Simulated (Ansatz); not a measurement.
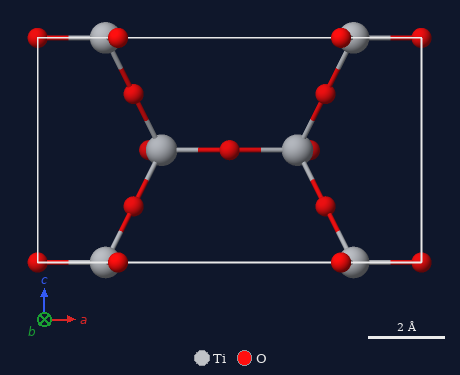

This is the input geometry for a relaxation of a crystal of TiO2 (a generated structure, set up in I4/mmm). A ball-and-stick model of the conventional cell (2 times the calculation's cell), seen along the b axis. Lengths and directions refer to the drawn axes.

Case: Si → Ti on all its sites, cell and atoms relaxed.

Level of theory: DFT PBE, scalar-relativistic, plane waves, PAW (Ansatz).

The input:
```yaml
crystal:
  lattice:
    - [-5.0525490198, 5.0525490198, 2.9567918799]
    - [5.0525490198, -5.0525490198, 2.9567918799]
    - [5.0525490198, 5.0525490198, -2.9567918799]
  atoms:
    - { symbol: Ti, position: [0.1769304027, 0.1769304027, 0.3538608054] }
    - { symbol: Ti, position: [0.8230695973, 0.1769304027, 0.0] }
    - { symbol: Ti, position: [0.1769304027, 0.8230695973, 0.0] }
    - { symbol: Ti, position: [0.8230695973, 0.8230695973, 0.6461391946] }
    - { symbol: O, position: [0.5, 0.5, 0.5] }
    - { symbol: O, position: [0.0, 0.5, 0.0] }
    - { symbol: O, position: [0.5, 0.0, 0.0] }
    - { symbol: O, position: [0.0, 0.0, 0.5] }
    - { symbol: O, position: [0.0, 0.2094528988, 0.2094528988] }
    - { symbol: O, position: [0.7905471012, 0.0, 0.7905471012] }
    - { symbol: O, position: [0.2094528988, 0.0, 0.2094528988] }
    - { symbol: O, position: [0.0, 0.7905471012, 0.7905471012] }
basis:
  ecutwfc: 420
kpoints:
  mp_grid: { grid: [6, 6, 6] }
hamiltonian:
  xc: pbe
scf:
  occupations: { method: gaussian, width: 0.02 }
output:
  forces: true
  stress: true
  eigenvalues: true
relax:
  adjacent_minimum: "off"
  f_tol: 0.01
  max_steps: 60
  cell: { stress_tol: 0.1 }
```

Run as
```bash
ansatz run input.yaml --threads 2 --pin off --max-ram 5120MiB --backend cpu --events-out ev --progress --plain --runs-dir out
```

What does the optimiser find from here?

The energy falls by 2.1 meV per atom in 4 accepted moves (7 points after the start). Largest force component: 0.19 eV/Å at the start, 0.0057 eV/Å at the end. The pressure goes from 0.64 to 0.05 GPa. The line search rejected the trial step at point 5 of the run. The SCF was repeated twice at an unchanged geometry on a basis and grid sized afresh for the cell, which shifted the energy by 0.6 meV per atom at most. The largest moves relative to the cell, 0.040 Å, are those of O9, O10, O11 and O12. O11 goes along −b. By element the largest moves are O 0.040 Å, Ti 0.005 Å. The volume changes by +1.2 %, with a = b 10.105 → 10.128 Å (+0.2 %), c 5.914 → 5.956 Å (+0.7 %). Among the contacts that change: Ti1–O5 1.810 → 1.817 Å. Bond angles that change, for instance: O10–Ti4–O12 110.8° → 108.1°, Ti2–O10–Ti4 159.2° → 161.9°. The space group stays I4/mmm (No. 139). The run took 2.5 min on 2 threads of Arm Neoverse V1 (shared host), peak memory 0.84 GiB.

History of the run:

```csv
step,"E − E(0), meV/atom","largest force component, eV/Å","pressure, GPa","volume, Å³/atom",note
0,0.00,0.1905,0.64,25.161,
1,-1.20,0.1137,0.17,25.343,
2,-1.50,0.0100,0.02,25.454,
3,-2.12,0.0100,0.07,25.454,"same geometry, new basis"
4,-2.12,0.0144,0.04,25.454,
5,-2.11,0.0339,0.06,25.454,rejected
6,-2.12,0.0057,0.05,25.454,
7,-2.12,0.0057,0.05,25.454,"same geometry, new basis"
```
